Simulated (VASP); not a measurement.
Band-structure calculation, with input and output: RbCl

System: RbCl (2 atoms in the cell).
Method: DFT, r2SCAN, plane waves, PAW (VASP 6.6.1).

The structure was built on a prototype by a generator. The geometry comes from this level: r2SCAN (a point of a series of strains). It belongs to a series of runs on one base structure; here: hydrostatic strain +2.0%.

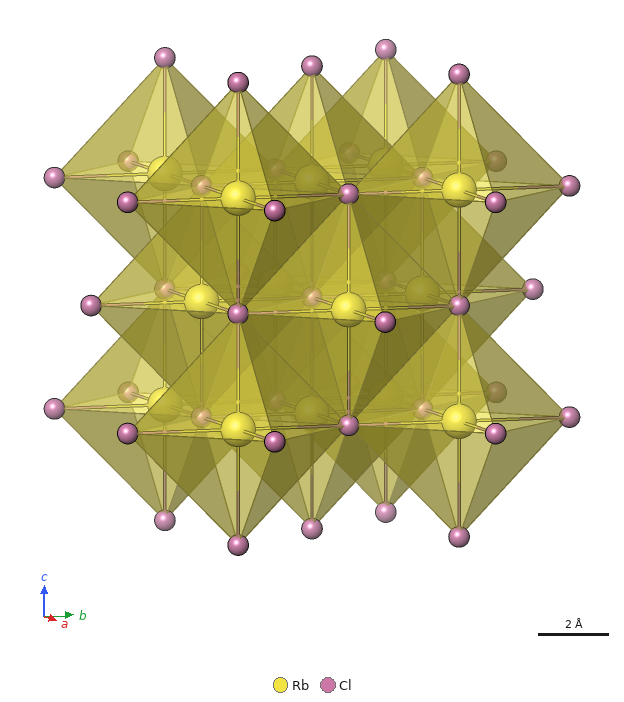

*The structure as given in the input (polyhedral view of the cell 4 times as large as that of the calculation, set on its symmetry axes, seen slightly off an axis; polyhedra are completed across the faces of the cell). An atom can appear more than once, as a periodic image.*

**Key numbers**

```json
{"quantity": "outcome", "value": "converged"}
{"quantity": "space group (tolerance 0.01 Å)", "value": "Fm-3m (225)"}
{"quantity": "electrons treated", "value": "16"}
{"quantity": "free energy", "value": "−24.3741 eV"}
{"quantity": "Fermi energy", "value": "−2.388 eV"}
{"quantity": "band gap", "value": "5.37 eV"}
{"quantity": "pressure", "value": "−0.84 GPa"}
{"quantity": "largest force (length of the vector)", "value": "under 0.001 eV/Å"}
{"quantity": "hardware", "value": "1 CPU thread, shared host"}
{"quantity": "wall time", "value": "54 s"}
{"quantity": "peak memory", "value": "0.21 GiB"}
```

**INCAR**
```
ENCUT = 520.000000
SIGMA = 0.010000
EDIFF = 1.00e-07
ALGO = Normal
METAGGA = R2SCAN
PREC = Accurate
IBRION = -1
ISIF = 2
ISMEAR = 0
NBANDS = 15
NELM = 120
NSW = 0
LASPH = .TRUE.
LCHARG = .TRUE.
LELF = .TRUE.
LWAVE = .FALSE.
LREAL = .FALSE.
```

**KPOINTS**
```
KPOINTS created by Atomic Simulation Environment
0
Gamma
6 6 6
0 0 0
```

**KPOINTS_OPT**
```
special points
6
Reciprocal
0.0000000000 0.0000000000 0.0000000000 1
0.5000000000 0.0000000000 0.5000000000 1
0.6250000000 0.2500000000 0.6250000000 1
0.3750000000 0.3750000000 0.7500000000 1
0.5000000000 0.5000000000 0.5000000000 1
0.5000000000 0.2500000000 0.7500000000 1
```

**POSCAR**
```
Rb Cl
 1.0000000000000000
     0.0000000000000000    3.3719290749000002    3.3719290749000002
     3.3719290749000002    0.0000000000000000    3.3719290749000002
     3.3719290749000002    3.3719290749000002    0.0000000000000000
 Rb  Cl
   1   1
Cartesian
  0.0000000000000000  0.0000000000000000  0.0000000000000000
  3.3719290748999997  3.3719290748999997  3.3719290748999997
```

Launch command:
```bash
mpirun -np 1 vasp_std
```

**OSZICAR**
```
N       E                     dE             d eps       ncg     rms          rms(c)
DAV:   1     0.645461993931E+02    0.64546E+02   -0.68686E+03   480   0.944E+02
DAV:   2    -0.231473106348E+02   -0.87694E+02   -0.78146E+02   698   0.173E+02
DAV:   3    -0.291740768169E+02   -0.60268E+01   -0.59871E+01   634   0.470E+01
DAV:   4    -0.293713514566E+02   -0.19727E+00   -0.19723E+00   741   0.767E+00
DAV:   5    -0.293724430370E+02   -0.10916E-02   -0.10916E-02   641   0.602E-01    0.258E+00
DAV:   6    -0.243972869958E+02    0.49752E+01   -0.11536E+00   769   0.690E+00    0.256E+00
DAV:   7    -0.243512236797E+02    0.46063E-01   -0.25268E-01   627   0.278E+00    0.144E+00
DAV:   8    -0.243657130410E+02   -0.14489E-01   -0.17096E-02   522   0.928E-01    0.546E-01
DAV:   9    -0.243730860537E+02   -0.73730E-02   -0.10264E-02   550   0.728E-01    0.178E-01
DAV:  10    -0.243740281975E+02   -0.94214E-03   -0.11821E-03   578   0.224E-01    0.522E-02
DAV:  11    -0.243741218895E+02   -0.93692E-04   -0.19608E-04   522   0.106E-01    0.163E-02
DAV:  12    -0.243741256056E+02   -0.37161E-05   -0.93273E-06   655   0.223E-02    0.899E-03
DAV:  13    -0.243741262201E+02   -0.61451E-06   -0.22466E-06   522   0.118E-02    0.110E-03
DAV:  14    -0.243741261698E+02    0.50369E-07   -0.13810E-07   609   0.280E-03
   1 F= -.24374126E+02 E0= -.24374126E+02  d E =-.900398-120
       N       E                     dE             ncg
DAV:   1    -0.210894367941E+03   -0.30548E+04      180
DAV:   2    -0.704627675042E+03   -0.49373E+03      274
DAV:   3    -0.737718854374E+03   -0.33091E+02      237
DAV:   4    -0.738772798509E+03   -0.10539E+01      269
DAV:   5    -0.738780973494E+03   -0.81750E-02      237
DAV:   6    -0.738781107302E+03   -0.13381E-03      269
DAV:   7    -0.738781108354E+03   -0.10522E-05      244
DAV:   8    -0.738781108383E+03   -0.29265E-07      198
```

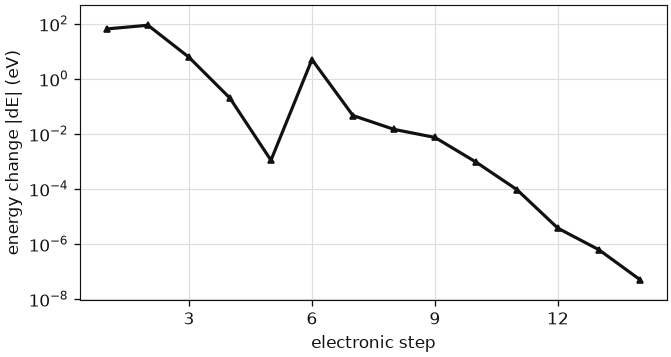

*Convergence of the self-consistent field: energy change |dE| against the electronic step.*

It takes 14 electronic steps. The density is held fixed in the first few steps, and dE rises again when its update begins.

**Parts of OUTCAR**
```
k-points           NKPTS =     16   k-points in BZ     NKDIM =     16   number of bands    NBANDS=     15

   NELECT =      16.0000    total number of electrons

   dimension x,y,z NGX =    36 NGY =   36 NGZ =   36
   dimension x,y,z NGXF=    72 NGYF=   72 NGZF=   72

  energy-cutoff  :      520.00
  volume of cell :       76.68
      direct lattice vectors                 reciprocal lattice vectors
     0.000000000  3.371929075  3.371929075    -0.148283071  0.148283071  0.148283071
     3.371929075  0.000000000  3.371929075     0.148283071 -0.148283071  0.148283071
     3.371929075  3.371929075  0.000000000     0.148283071  0.148283071 -0.148283071

 k-points in reciprocal lattice and weights: KPOINTS created by Atomic Simulation Env
   0.00000000  0.00000000  0.00000000       0.005
   0.16666667  0.00000000  0.00000000       0.037
   0.33333333  0.00000000  0.00000000       0.037
   0.50000000  0.00000000  0.00000000       0.019
   0.16666667  0.16666667  0.00000000       0.028
   0.33333333  0.16666667  0.00000000       0.111
   0.50000000  0.16666667  0.00000000       0.111
  -0.33333333  0.16666667  0.00000000       0.111
  -0.16666667  0.16666667  0.00000000       0.056
   0.33333333  0.33333333  0.00000000       0.028
   0.50000000  0.33333333  0.00000000       0.111
  -0.33333333  0.33333333  0.00000000       0.056
   0.50000000  0.50000000  0.00000000       0.014
   0.50000000  0.33333333  0.16666667       0.111
  -0.33333333  0.33333333  0.16666667       0.111
  -0.33333333  0.50000000  0.16666667       0.056

 E-fermi :  -2.3877

 k-point     1 :       0.0000    0.0000    0.0000
  band No.  band energies     occupation
      1     -27.3730      2.00000
      2     -15.0359      2.00000
      3     -10.8756      2.00000
      4     -10.8756      2.00000
      5     -10.8756      2.00000
      6      -2.5511      2.00000
      7      -2.5511      2.00000
      8      -2.5511      2.00000
      9       2.8229      0.00000
     10       6.0139      0.00000
     11       6.0139      0.00000
     12       6.0139      0.00000
     13       7.1353      0.00000
     14       7.1353      0.00000
     15       9.6039      0.00000

 k-point     2 :       0.1667    0.0000    0.0000
  band No.  band energies     occupation
      1     -27.3702      2.00000
      2     -15.0459      2.00000
      3     -10.8781      2.00000
      4     -10.8781      2.00000
      5     -10.8723      2.00000
      6      -2.7668      2.00000
      7      -2.6228      2.00000
      8      -2.6228      2.00000
      9       3.3951      0.00000
     10       5.7697      0.00000
     11       6.3466      0.00000
     12       6.3466      0.00000
     13       7.5052      0.00000
     14       7.5052      0.00000
     15      10.6890      0.00000

 k-point     3 :       0.3333    0.0000    0.0000
  band No.  band energies     occupation
      1     -27.3646      2.00000
      2     -15.0657      2.00000
      3     -10.8829      2.00000
      4     -10.8829      2.00000
      5     -10.8660      2.00000
      6      -3.1334      2.00000
      7      -2.7600      2.00000
      8      -2.7600      2.00000
      9       4.6530      0.00000
     10       5.6504      0.00000
     11       7.2632      0.00000
     12       7.2632      0.00000
     13       8.4428      0.00000
     14       8.4428      0.00000
     15      10.6826      0.00000

 k-point     4 :       0.5000    0.0000    0.0000
  band No.  band energies     occupation
      1     -27.3618      2.00000
      2     -15.0755      2.00000
      3     -10.8853      2.00000
      4     -10.8853      2.00000
      5     -10.8629      2.00000
      6      -3.2943      2.00000
      7      -2.8258      2.00000
      8      -2.8258      2.00000
      9       5.4272      0.00000
     10       5.7181      0.00000
     11       8.0901      0.00000
     12       8.0901      0.00000
     13       9.2661      0.00000
     14       9.2661      0.00000
     15       9.9192      0.00000

 k-point     5 :       0.1667    0.1667    0.0000
  band No.  band energies     occupation
      1     -27.3693      2.00000
      2     -15.0435      2.00000
      3     -10.8944      2.00000
      4     -10.8944      2.00000
      5     -10.8611      2.00000
      6      -2.8624      2.00000
      7      -2.5882      2.00000
      8      -2.5882      2.00000
      9       3.5124      0.00000
     10       5.3223      0.00000
     11       6.6864      0.00000
     12       6.6864      0.00000
     13       7.3600      0.00000
     14       7.8082      0.00000
     15      10.9637      0.00000

 k-point     6 :       0.3333    0.1667    0.0000
  band No.  band energies     occupation
      1     -27.3647      2.00000
      2     -15.0484      2.00000
      3     -10.9064      2.00000
      4     -10.9046      2.00000
      5     -10.8842      2.00000
      6      -3.0461      2.00000
      7      -2.7093      2.00000
      8      -2.6711      2.00000
      9       4.4617      0.00000
     10       5.1089      0.00000
     11       7.3826      0.00000
     12       7.5812      0.00000
     13       7.9121      0.00000
     14       8.3696      0.00000
     15      10.6967      0.00000

 k-point     7 :       0.5000    0.1667    0.0000
  band No.  band energies     occupation
      1     -27.3610      2.00000
      2     -15.0556      2.00000
      3     -10.9278      2.00000
      4     -10.9021      2.00000
      5     -10.8894      2.00000
      6      -3.1604      2.00000
      7      -2.8207      2.00000
      8      -2.7836      2.00000
      9       5.3370      0.00000
     10       5.6015      0.00000
     11       7.8137      0.00000
     12       8.3143      0.00000
     13       8.3719      0.00000
     14       9.1732      0.00000
     15       9.7699      0.00000

 k-point     8 :      -0.3333    0.1667    0.0000
  band No.  band energies     occupation
      1     -27.3619      2.00000
      2     -15.0581      2.00000
      3     -10.9411      2.00000
      4     -10.8858      2.00000
      5     -10.8704      2.00000
      6      -3.1665      2.00000
      7      -2.8161      2.00000
      8      -2.7537      2.00000
      9       5.1828      0.00000
     10       5.6346      0.00000
     11       7.5533      0.00000
     12       7.7189      0.00000
     13       8.3509      0.00000
     14       9.3087      0.00000
     15       9.8317      0.00000

 k-point     9 :      -0.1667    0.1667    0.0000
  band No.  band energies     occupation
      1     -27.3665      2.00000
      2     -15.0533      2.00000
      3     -10.9158      2.00000
      4     -10.8738      2.00000
      5     -10.8621      2.00000
      6      -2.9968      2.00000
      7      -2.7381      2.00000
      8      -2.6357      2.00000
      9       4.1325      0.00000
     10       5.5100      0.00000
     11       6.6595      0.00000
     12       7.2346      0.00000
     13       7.7463      0.00000
     14       8.2829      0.00000
     15      11.0191      0.00000

 k-point    10 :       0.3333    0.3333    0.0000
  band No.  band energies     occupation
      1     -27.3622      2.00000
      2     -15.0233      2.00000
      3     -10.9581      2.00000
      4     -10.9323      2.00000
      5     -10.9323      2.00000
      6      -3.0039      2.00000
      7      -2.6404      2.00000
      8      -2.6404      2.00000
      9       4.4728      0.00000
     10       4.8631      0.00000
     11       7.8960      0.00000
     12       8.2046      0.00000
     13       8.4137      0.00000
     14       8.4137      0.00000
     15       9.7342      0.00000

 k-point    11 :       0.5000    0.3333    0.0000
  band No.  band energies     occupation
      1     -27.3595      2.00000
      2     -15.0152      2.00000
      3     -11.0212      2.00000
      4     -10.9351      2.00000
      5     -10.9318      2.00000
      6      -2.9287      2.00000
      7      -2.7605      2.00000
      8      -2.6991      2.00000
      9       4.5544      0.00000
     10       5.8496      0.00000
     11       7.4047      0.00000
     12       8.3614      0.00000
     13       8.4341      0.00000
     14       9.1667      0.00000
     15       9.6674      0.00000

 k-point    12 :      -0.3333    0.3333    0.0000
  band No.  band energies     occupation
      1     -27.3594      2.00000
      2     -15.0327      2.00000
      3     -11.0124      2.00000
      4     -10.9120      2.00000
      5     -10.9016      2.00000
      6      -3.0229      2.00000
      7      -2.8029      2.00000
      8      -2.7859      2.00000
      9       5.1854      0.00000
     10       6.0705      0.00000
     11       7.4293      0.00000
     12       7.5856      0.00000
     13       8.3852      0.00000
     14       9.3981      0.00000
     15      10.3990      0.00000

 k-point    13 :       0.5000    0.5000    0.0000
  band No.  band energies     occupation
      1     -27.3587      2.00000
      2     -14.9947      2.00000
      3     -11.0684      2.00000
      4     -10.9515      2.00000
      5     -10.9515      2.00000
      6      -2.8783      2.00000
      7      -2.6568      2.00000
      8      -2.6568      2.00000
      9       4.1585      0.00000
     10       6.0241      0.00000
     11       7.2561      0.00000
     12       8.2306      0.00000
     13       8.4612      0.00000
     14       9.6355      0.00000
     15       9.6355      0.00000

 k-point    14 :       0.5000    0.3333    0.1667
  band No.  band energies     occupation
      1     -27.3612      2.00000
      2     -15.0381      2.00000
      3     -10.9590      2.00000
      4     -10.9414      2.00000
      5     -10.8819      2.00000
      6      -3.0532      2.00000
      7      -2.7891      2.00000
      8      -2.7054      2.00000
      9       5.0532      0.00000
     10       5.2848      0.00000
     11       7.5948      0.00000
     12       8.1809      0.00000
     13       8.4340      0.00000
     14       8.7712      0.00000
     15       9.6592      0.00000

 k-point    15 :      -0.3333    0.3333    0.1667
  band No.  band energies     occupation
      1     -27.3594      2.00000
      2     -15.0327      2.00000
      3     -10.9795      2.00000
      4     -10.9753      2.00000
      5     -10.8713      2.00000
      6      -3.0222      2.00000
      7      -2.7983      2.00000
      8      -2.7912      2.00000
      9       5.4982      0.00000
     10       5.5745      0.00000
     11       7.4802      0.00000
     12       7.6086      0.00000
     13       8.9136      0.00000
     14       9.5867      0.00000
     15       9.9035      0.00000

 k-point    16 :      -0.3333    0.5000    0.1667
  band No.  band energies     occupation
      1     -27.3586      2.00000
      2     -15.0123      2.00000
      3     -11.0392      2.00000
      4     -10.9807      2.00000
      5     -10.8901      2.00000
      6      -2.8564      2.00000
      7      -2.8384      2.00000
      8      -2.7293      2.00000
      9       4.8006      0.00000
     10       6.2949      0.00000
     11       6.7513      0.00000
     12       7.8656      0.00000
     13       8.9233      0.00000
     14       9.6670      0.00000
     15      10.0452      0.00000

  Total       -0.4041708     -0.4041708     -0.4041708      0.0000000     -0.0000000      0.0000000
  in kB       -8.4452055     -8.4452055     -8.4452055      0.0000000     -0.0000000      0.0000000
  external PRESSURE =      -8.4452055 kB  Pullay stress =       0.0000000 kB

 POSITION                                       TOTAL-FORCE (eV/Angst)
 -----------------------------------------------------------------------------------
      0.00000      0.00000      0.00000         0.000000     -0.000000     -0.000000
      3.37193      3.37193      3.37193        -0.000000      0.000000      0.000000
 -----------------------------------------------------------------------------------
    total drift:                                0.000000      0.000000      0.000000

  FREE ENERGIE OF THE ION-ELECTRON SYSTEM (eV)
  ---------------------------------------------------
  free  energy   TOTEN  =       -24.3741261698 eV

  energy  without entropy=      -24.3741261698  energy(sigma->0) =      -24.37412617
```

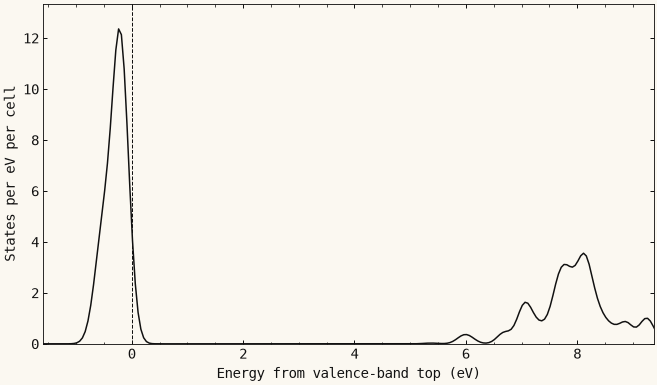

*Density of states (the curve is built from the levels of the k mesh with Gaussians 0.3 eV wide, which also blur the band edges), with energies from the valence-band top.*

There is a gap of 5.37 eV on the k-point mesh. Small ripples come from the finite k-point mesh.
